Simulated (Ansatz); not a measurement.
# Run report: Si16H, geometry relaxation (part 1 of 2)

Si16H (defect cell, 17 atoms in the cell), computed with DFT PBE, scalar-relativistic, plane waves, PAW, spin-polarised (Ansatz 0.2.0).

It belongs to a series of runs on one base structure; here: start relaxed. Figures and captions count atoms from 1; the log counts them from 0 in places.

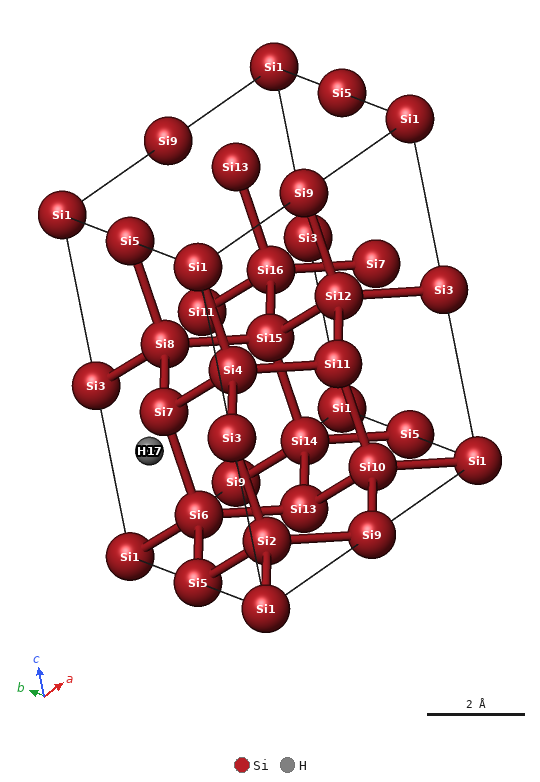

Figure 1. The input geometry (ball-and-stick view of the cell of the calculation, seen slightly off an axis; atoms are numbered from 1 in the order of the input).

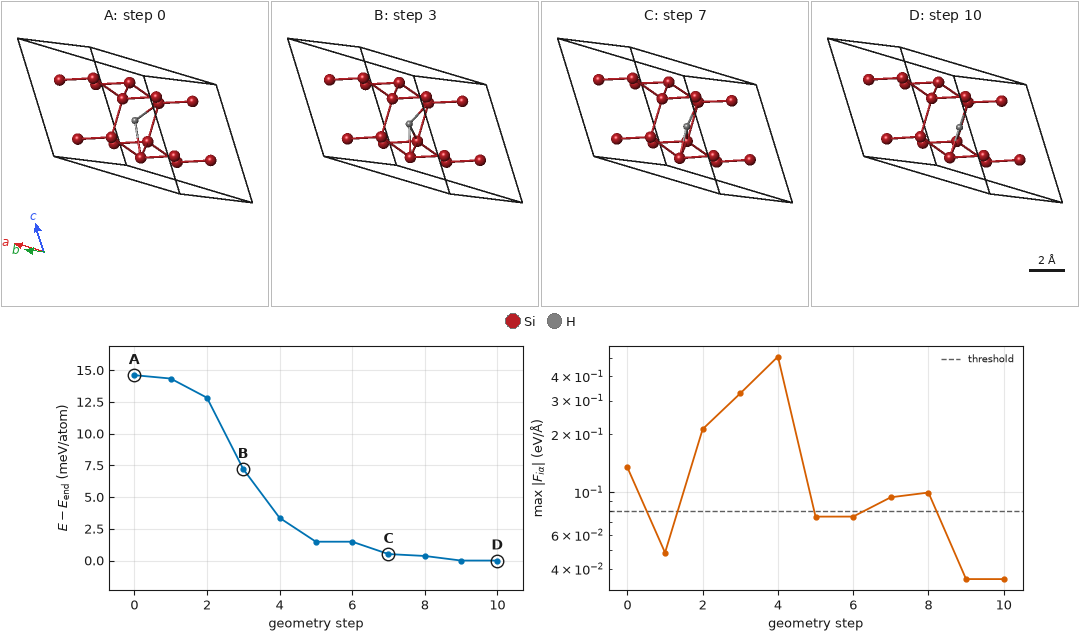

Figure 2. Frames of the relaxation (ball-and-stick view of the cell of the calculation (origin shifted), seen at an oblique angle) above the curves, on which the letters mark them (the first geometry is step 0 here and step 1 in the log).

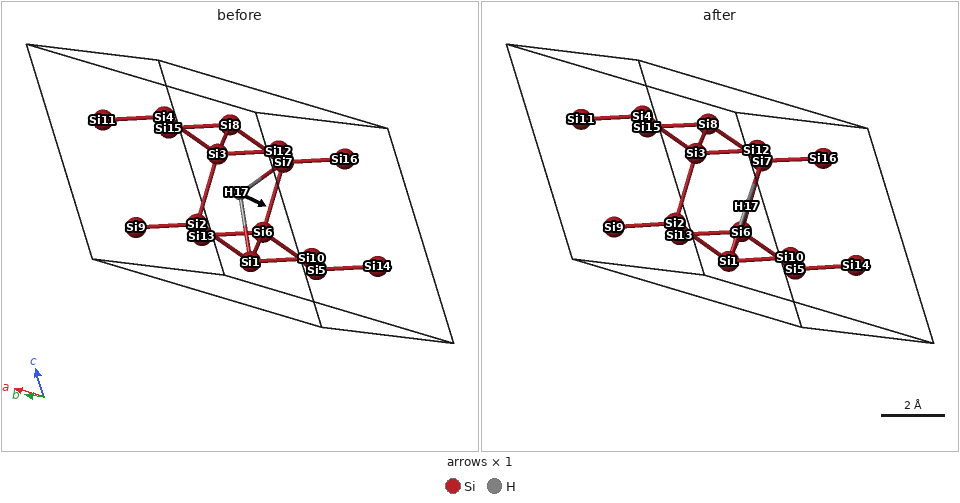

Figure 3. Before (left) and after (right) the relaxation, at one scale (ball-and-stick view of the cell of the calculation (origin shifted), seen at an oblique angle). The black arrows give the displacements, at true length. The atom that moves furthest is H17 (0.96 Å). By element the largest moves are H 0.96 Å, Si 0.08 Å. The cell stays as it was. Among the contacts that change: Si6–H17 2.217 → 1.703 Å, Si1–H17 2.243 → 1.967 Å, Si1–Si6 2.351 → 2.381 Å, Si10–Si11 2.351 → 2.343 Å. Among the angles that change: Si1–H17–Si7 117.8° → 160.9°, Si8–Si7–H17 58.9° → 84.0°, Si16–Si7–H17 100.9° → 83.8°. After 10 geometry steps the energy has fallen by 14.6 meV per atom. Largest force component: 0.13 eV/Å at the start, 0.035 eV/Å at the end. (Atoms are counted from 1 in the order of the input.)

The input and output of the run follow.

The input
```yaml
accuracy: low
crystal:
  lattice:
    - [0.0, 5.43, 5.43]
    - [5.43, 0.0, 5.43]
    - [5.43, 5.43, 0.0]
  atoms:
    - { symbol: Si, position: [0.0, 0.0, 0.0] }
    - { symbol: Si, position: [0.125, 0.125, 0.125] }
    - { symbol: Si, position: [0.0, 0.0, 0.5] }
    - { symbol: Si, position: [0.125, 0.125, 0.625] }
    - { symbol: Si, position: [0.0, 0.5, 0.0] }
    - { symbol: Si, position: [0.125, 0.625, 0.125] }
    - { symbol: Si, position: [0.0, 0.5, 0.5] }
    - { symbol: Si, position: [0.125, 0.625, 0.625] }
    - { symbol: Si, position: [0.5, 0.0, 0.0] }
    - { symbol: Si, position: [0.625, 0.125, 0.125] }
    - { symbol: Si, position: [0.5, 0.0, 0.5] }
    - { symbol: Si, position: [0.625, 0.125, 0.625] }
    - { symbol: Si, position: [0.5, 0.5, 0.0] }
    - { symbol: Si, position: [0.625, 0.625, 0.125] }
    - { symbol: Si, position: [0.5, 0.5, 0.5] }
    - { symbol: Si, position: [0.625, 0.625, 0.625] }
    - { symbol: H, position: [0.0674183, 0.8085725, 0.3087518], spin: 1.0 }
magnetization:
  spin_polarized: true
basis:
  ecutwfc: 420.0
kpoints:
  mp_grid: { grid: [2, 2, 2] }
hamiltonian:
  xc: pbe
scf:
  occupations: { method: fermi_dirac, width: 0.02 }
  lower_state_search: "off"
relax:
  f_tol: 0.08
  max_steps: 25
  adjacent_minimum: "off"
```

Run as:
```bash
ansatz run input.yaml --threads 1 --pin off --max-ram 3072MiB --backend cpu --events-out ev --progress --plain --runs-dir out
```

Log
```
Engine: ansatz 0.2.0, x86_64-unknown-linux-gnu
Pseudopotentials: kind: paw
Pseudopotential: Si, paw, valence charge 4, recommended cutoff 420 eV (normal), Si.paw.azcp
Pseudopotential: H, paw, valence charge 1, recommended cutoff 420 eV (normal), H.paw.azcp
Functional definition: PBE
  parameter kappa = 0.804
  parameter beta = 0.06672455060314922
  exchange = pbe_x(kappa = kappa, mu = beta*pi^2/3)
  correlation = pbe_c(beta = beta)
Crystal: 17 atoms, lattice volume = 320.206 Å³
Basis set: ecut = 420 eV, 6231 PW (Γ), exchange–correlation on 108×108×108 points (8 copies of the dense FFT grid, shifted against one another)
Bands: 50, of which v1, the nominal top of the filled ones, is band 33 counted from 1 (32 counted from 0)
Symmetry: 1 space group operations
Space group: P1 (ITA 1), of the structure as read, at distance tolerance 6.8e-5 Å
Magnetic group: BNS 1.1 (UNI 1), of the structure as read, at distance tolerance 6.8e-5 Å
k-points: 8
Non-local potential: Si, projectors of the file, l = 0: 2, l = 1: 2, l = 2: 2
Non-local potential: H, projectors of the file, l = 0: 2, l = 1: 1
PAW form: soft (Blöchl's): semilocal exchange-correlation on the pseudo side does not see the compensation charge
PAW one-centre angular grid: Si, 110 points (default); XC on 64 Gauss nodes
PAW one-centre angular grid: H, 110 points (default); XC on 64 Gauss nodes
Starting moments: Σ|m| = 1 μB on 1 of 17 sites
Initial wavefunctions: pseudopotential atomic-orbital guess
Functional: x = pbe(κ = 0.804, μ = 0.2195149727645171), c = pbe(β = 0.06672455060314922)
SCF iter   1: F=—  HF=-10186.626615 eV  |F-HF|=—  |Δ(HF+E_count)|=         —  Δρ=2.42e-2 (↑2.42e-2 ↓2.40e-2)  dr2=6.61e0  dr2_m=6.47e-2  M=0.842 μB ∫|m|=0.870 μB  β_m=0.30  ethr=3.10e-3  ⟨swp⟩=9.8  Hψ=4445  notcnv=0  defer=23
preconditioner: auto → Kerker (q_TF=auto, 2.092 Å⁻¹)  [metal: Δε(μ)=0.052 eV  Ē_g=8.193 eV  σ=0.020 eV  W_gap=0.48  n_scr=58 (ndim 8)  ℏωp=16.7 eV  f_vac=0.000  D(μ)=5.53/eV (n_scr^D=26)]
spin=Collinear: Kerker preconditioning applied to the charge; magnetization (m = ρ↑ − ρ↓) channel mixes plain (no charge-response kernel on spin).
SCF iter   2: F=—  HF=-10186.225742 eV  |F-HF|=—  |Δ(HF+E_count)|=   4.01e-1  Δρ=1.89e-2 (↑1.86e-2 ↓1.89e-2)  dr2=4.08e0  dr2_m=5.86e-2  M=0.740 μB ∫|m|=0.772 μB  β_m=0.30  ethr=3.10e-3  ⟨swp⟩=1.9  Hψ=1092  notcnv=0  defer=38
SCF iter   3: F=—  HF=-10185.392318 eV  |F-HF|=—  |Δ(HF+E_count)|=   8.33e-1  Δρ=5.18e-3 (↑4.58e-3 ↓5.18e-3)  dr2=1.03e-1  dr2_m=4.82e-2  M=0.784 μB ∫|m|=0.807 μB  β_m=0.30  ethr=3.10e-3  ⟨swp⟩=3.2  Hψ=1319  notcnv=0  defer=38
SCF iter   4: F=—  HF=-10185.460656 eV  |F-HF|=—  |Δ(HF+E_count)|=   6.83e-2  Δρ=4.16e-3 (↑3.91e-3 ↓4.16e-3)  dr2=6.01e-2  dr2_m=3.51e-2  M=0.720 μB ∫|m|=0.746 μB  β_m=0.30  ethr=1.59e-4  ⟨swp⟩=2.4  Hψ=1051  notcnv=0  defer=153
SCF iter   5: F=—  HF=-10185.541916 eV  |F-HF|=—  |Δ(HF+E_count)|=   8.13e-2  Δρ=3.57e-3 (↑3.57e-3 ↓2.69e-3)  dr2=5.12e-3  dr2_m=2.83e-2  M=0.589 μB ∫|m|=0.624 μB  β_m=0.30  ethr=9.24e-5  ⟨swp⟩=2.6  Hψ=1467  notcnv=0  defer=153
SCF iter   6: F=—  HF=-10185.562806 eV  |F-HF|=—  |Δ(HF+E_count)|=   2.09e-2  Δρ=2.67e-3 (↑2.67e-3 ↓2.32e-3)  dr2=1.50e-3  dr2_m=1.81e-2  M=0.570 μB ∫|m|=0.605 μB  β_m=0.30  ethr=7.87e-6  ⟨swp⟩=2.5  Hψ=1262  notcnv=0  defer=153
SCF iter   7: F=—  HF=-10185.576605 eV  |F-HF|=—  |Δ(HF+E_count)|=   1.38e-2  Δρ=2.02e-3 (↑1.91e-3 ↓2.02e-3)  dr2=4.31e-4  dr2_m=1.13e-2  M=0.560 μB ∫|m|=0.594 μB  β_m=0.30  ethr=2.31e-6  ⟨swp⟩=2.5  Hψ=1467  notcnv=0  defer=153
SCF iter   8: F=—  HF=-10185.585775 eV  |F-HF|=—  |Δ(HF+E_count)|=   9.17e-3  Δρ=1.63e-3 (↑1.63e-3 ↓1.61e-3)  dr2=1.78e-4  dr2_m=7.70e-3  M=0.539 μB ∫|m|=0.574 μB  β_m=0.30  ethr=6.64e-7  ⟨swp⟩=3.2  Hψ=1347  notcnv=0  defer=153
Mixer restart at iter 8: flushing history
spin-set hold released at iteration 8 (site moments contracting): the magnetisation degrees of freedom join the quasi-Newton model from the next iteration; the mixer history was flushed
SCF iter   9: F=—  HF=-10185.591744 eV  |F-HF|=—  |Δ(HF+E_count)|=   5.97e-3  Δρ=1.34e-3 (↑1.34e-3 ↓1.31e-3)  dr2=2.49e-4  dr2_m=5.16e-3  M=0.525 μB ∫|m|=0.560 μB  β_m=0.48  ethr=2.74e-7  ⟨swp⟩=3.0  Hψ=1322  notcnv=0  defer=153
SCF iter  10: F=—  HF=-10185.602211 eV  |F-HF|=—  |Δ(HF+E_count)|=   1.05e-2  Δρ=3.11e-4 (↑2.72e-4 ↓3.11e-4)  dr2=9.96e-5  dr2_m=2.46e-4  M=0.505 μB ∫|m|=0.534 μB  β_m=0.66  ethr=2.74e-7  ⟨swp⟩=4.4  Hψ=1810  notcnv=0  defer=153
SCF iter  11: F=—  HF=-10185.602695 eV  |F-HF|=—  |Δ(HF+E_count)|=   4.83e-4  Δρ=4.10e-5 (↑3.37e-5 ↓4.10e-5)  dr2=2.17e-5  dr2_m=2.90e-6  M=0.503 μB ∫|m|=0.529 μB  β_m=0.83  ethr=1.53e-7  ⟨swp⟩=4.9  Hψ=2501  notcnv=0
iter 12 did not close the SCF: its close was put off for a magnetic moment that had not settled (scf_convergence_deferred on its scf_iter line)
SCF iter  12: F=-10185.602697 eV  HF=-10185.602699 eV  |F-HF|=1.65e-6  |Δ(HF+E_count)|=   4.20e-6  Δρ=1.45e-5 (↑1.45e-5 ↓8.87e-6)  dr2=3.26e-6  dr2_m=2.15e-7  M=0.503 μB ∫|m|=0.528 μB  β_m=0.92  ethr=3.34e-8  ⟨swp⟩=1.4  Hψ=2063  notcnv=0
SCF iter  13: F=-10185.602698 eV  HF=-10185.602699 eV  |F-HF|=1.95e-7  |Δ(HF+E_count)|=   1.21e-7  Δρ=3.66e-6 (↑3.66e-6 ↓3.22e-6)  dr2=4.47e-7  dr2_m=1.33e-8  M=0.503 μB ∫|m|=0.528 μB  ethr=5.01e-9  ⟨swp⟩=1.5  Hψ=1895  notcnv=0
SCF 1 converged in 13 iterations: F = -10185.602698 eV  dr2 = 4.47e-7
  greatest PAW one-centre occupation: 0.635 electrons in one spin orbital (limit 2), on the Si atom at site 4 (counted from 0), in its partial waves of l = 0
relax step   1: F+E_penalty+E_count = -10185.60269844 eV  Δ(F+E_penalty+E_count) = +0.000e0 eV  max|allowed force component| = 1.346e-1 eV/Å  Δτ_max = 0.0000 Å  (13 SCF iters, dr2 threshold 1.00e-4 eV, accepted)
Initial density: handed on by an earlier stage of this run
Starting moments: Σ|m| = 1 μB on 1 of 17 sites; this step starts from the density that it was given
Initial wavefunctions: those handed on with the density
iter 1 solved again at ethr=2.41e-6 eV; its pass at ethr=3.10e-3 eV (dr2=1.57e-3 eV) is discarded
SCF iter   1: F=—  HF=-10185.605108 eV  |F-HF|=—  |Δ(HF+E_count)|=         —  Δρ=7.19e-4 (↑4.51e-4 ↓7.19e-4)  dr2=1.79e-3  dr2_m=7.43e-4  M=0.505 μB ∫|m|=0.530 μB  β_m=0.30  ethr=2.41e-6  ⟨swp⟩=2.4  Hψ=2523  notcnv=0  defer=154
preconditioner: auto → Kerker (q_TF=auto, 2.092 Å⁻¹)  [metal: Δε(μ)=0.040 eV  Ē_g=8.041 eV  σ=0.020 eV  W_gap=0.38  n_scr=58 (ndim 8)  ℏωp=16.7 eV  f_vac=0.000  D(μ)=6.62/eV (n_scr^D=50)]
spin=Collinear: Kerker preconditioning applied to the charge; magnetization (m = ρ↑ − ρ↓) channel mixes plain (no charge-response kernel on spin).
SCF iter   2: F=—  HF=-10185.606023 eV  |F-HF|=—  |Δ(HF+E_count)|=   9.16e-4  Δρ=5.41e-4 (↑3.36e-4 ↓5.41e-4)  dr2=9.63e-4  dr2_m=4.21e-4  M=0.505 μB ∫|m|=0.530 μB  β_m=0.65  ethr=2.41e-6  ⟨swp⟩=2.0  Hψ=908  notcnv=0  defer=154
SCF iter   3: F=—  HF=-10185.607247 eV  |F-HF|=—  |Δ(HF+E_count)|=   1.22e-3  Δρ=4.06e-5 (↑2.46e-5 ↓4.06e-5)  dr2=9.74e-6  dr2_m=1.90e-6  M=0.504 μB ∫|m|=0.529 μB  β_m=0.82  ethr=1.48e-6  ⟨swp⟩=2.0  Hψ=1200  notcnv=0  defer=154
SCF iter   4: F=—  HF=-10185.607222 eV  |F-HF|=—  |Δ(HF+E_count)|=   2.52e-5  Δρ=1.04e-5 (↑5.95e-6 ↓1.04e-5)  dr2=1.22e-6  dr2_m=7.98e-8  M=0.505 μB ∫|m|=0.529 μB  β_m=0.91  ethr=1.50e-8  ⟨swp⟩=2.2  Hψ=1168  notcnv=0  defer=154
SCF iter   5: F=—  HF=-10185.607223 eV  |F-HF|=—  |Δ(HF+E_count)|=   7.17e-7  Δρ=2.15e-6 (↑1.93e-6 ↓2.15e-6)  dr2=1.44e-7  dr2_m=1.63e-9  M=0.504 μB ∫|m|=0.529 μB  β_m=0.96  ethr=1.88e-9  ⟨swp⟩=2.0  Hψ=1158  notcnv=0  defer=154
iter 6 did not close the SCF: its close was put off for a magnetic moment that had not settled (scf_convergence_deferred on its scf_iter line)
SCF iter   6: F=-10185.607223 eV  HF=-10185.607223 eV  |F-HF|=1.58e-9  |Δ(HF+E_count)|=   3.37e-8  Δρ=7.40e-7 (↑6.56e-7 ↓7.40e-7)  dr2=1.48e-8  dr2_m=4.24e-10  M=0.504 μB ∫|m|=0.529 μB  β_m=0.98  ethr=1.54e-10  ⟨swp⟩=4.0  Hψ=2095  notcnv=0
SCF iter   7: F=-10185.607223 eV  HF=-10185.607223 eV  |F-HF|=4.37e-11  |Δ(HF+E_count)|=   4.35e-9  Δρ=1.66e-7 (↑1.40e-7 ↓1.66e-7)  dr2=5.67e-10  dr2_m=1.82e-11  M=0.504 μB ∫|m|=0.529 μB  ethr=2.28e-11  ⟨swp⟩=1.1  Hψ=2036  notcnv=0
[...]
  greatest PAW one-centre occupation: 0.634 electrons in one spin orbital (limit 2), on the Si atom at site 0 (counted from 0), in its partial waves of l = 0
relax step   2: F+E_penalty+E_count = -10185.60722303 eV  Δ(F+E_penalty+E_count) = -4.525e-3 eV  max|allowed force component| = 4.859e-2 eV/Å  Δτ_max = 0.0294 Å  (7 SCF iters, accepted)
preconditioner: auto → Kerker (q_TF=auto, 2.092 Å⁻¹)  [metal: Δε(μ)=0.038 eV  Ē_g=8.050 eV  σ=0.020 eV  W_gap=0.44  n_scr=58 (ndim 8)  ℏωp=16.7 eV  f_vac=0.000  D(μ)=4.84/eV (n_scr^D=26)]
spin=Collinear: Kerker preconditioning applied to the charge; magnetization (m = ρ↑ − ρ↓) channel mixes plain (no charge-response kernel on spin).
  greatest PAW one-centre occupation: 0.637 electrons in one spin orbital (limit 2), on the Si atom at site 0 (counted from 0), in its partial waves of l = 0
relax step   3: F+E_penalty+E_count = -10185.63289910 eV  Δ(F+E_penalty+E_count) = -2.568e-2 eV  max|allowed force component| = 2.131e-1 eV/Å  Δτ_max = 0.1723 Å  (9 SCF iters, accepted)
preconditioner: auto → Resta (q_TF=auto, 2.092 Å⁻¹)  ε∞=5.3  [insulator: Δε(μ)=0.057 eV  Ē_g=8.062 eV  σ=0.020 eV  W_gap=0.60  n_scr=58 (ndim 8)  ℏωp=16.7 eV  f_vac=0.000  D(μ)=2.49/eV (n_scr^D=14)  ε∞_Penn≈5.3]
spin=Collinear: Resta preconditioning applied to the charge; magnetization (m = ρ↑ − ρ↓) channel mixes plain (no charge-response kernel on spin).
WARN: the starting moments were not kept: the SCF closed with an absolute magnetisation of 9.9e-6 μB, where they sum to 1 μB in size (1 site). That is at most 0.1 of that sum. Measured as dr2_m measures the in/out step, that magnetisation stands 5.2e-12 eV from none, at or under the dr2_threshold of 1.0e-7 eV: it is no larger than a step whose dr2_m would equal this threshold. The system may hold no moment; this SCF shows only that its start led to no more than that. This SCF took its magnetisation from the state that an earlier stage of the run handed on, and the starting moments (crystal.atoms[].spin, magnetization.per_species, magnetization.initial_magnetization, or on a non-collinear deck that types none of these the spinor_matrix: blocks that start its atoms; where the total moment is fixed, keep their sum and leave initial_magnetization as it is) reach it only through that state. Under a hybrid functional, moments that its semilocal warm-up loses can be held through it (magnetization.spin_locking: {lock_spins: true, release_at_the_exchange_loop: true}, refused in a deck that types no crystal.atoms[].spin or magnetization.per_species, and beside md: or magnetic_configurations:, beside output.atomic_orbital_hamiltonian at one k-point under exchange of full range, and beside output.current_voltage). To try another start, change the starting moments or, where the run itself opened from a saved state (the deck's checkpoint.read, a session's seed or a resume), run it without that state.
  greatest PAW one-centre occupation: 0.636 electrons in one spin orbital (limit 2), on the Si atom at site 3 (counted from 0), in its partial waves of l = 0
relax step   4: F+E_penalty+E_count = -10185.72855390 eV  Δ(F+E_penalty+E_count) = -9.565e-2 eV  max|allowed force component| = 3.268e-1 eV/Å  Δτ_max = 0.1929 Å  (9 SCF iters, accepted)
preconditioner: auto → Resta (q_TF=auto, 2.092 Å⁻¹)  ε∞=5.3  [insulator: Δε(μ)=0.321 eV  Ē_g=8.080 eV  σ=0.020 eV  W_gap=1.00  n_scr=58 (ndim 8)  ℏωp=16.7 eV  f_vac=0.000  D(μ)=0.01/eV (n_scr^D=0)  ε∞_Penn≈5.3]
spin=Collinear: Resta preconditioning applied to the charge; magnetization (m = ρ↑ − ρ↓) channel mixes plain (no charge-response kernel on spin).
the starting moments were not kept: the SCF closed with an absolute magnetisation of 1.5e-4 μB, where they sum to 1 μB in size (1 site). That is at most 0.1 of that sum. Measured as dr2_m measures the in/out step, that magnetisation stands 6.5e-10 eV from none, at or under the dr2_threshold of 1.0e-4 eV: it is no larger than a step whose dr2_m would equal this threshold.
  greatest PAW one-centre occupation: 0.638 electrons in one spin orbital (limit 2), on the Si atom at site 3 (counted from 0), in its partial waves of l = 0
```
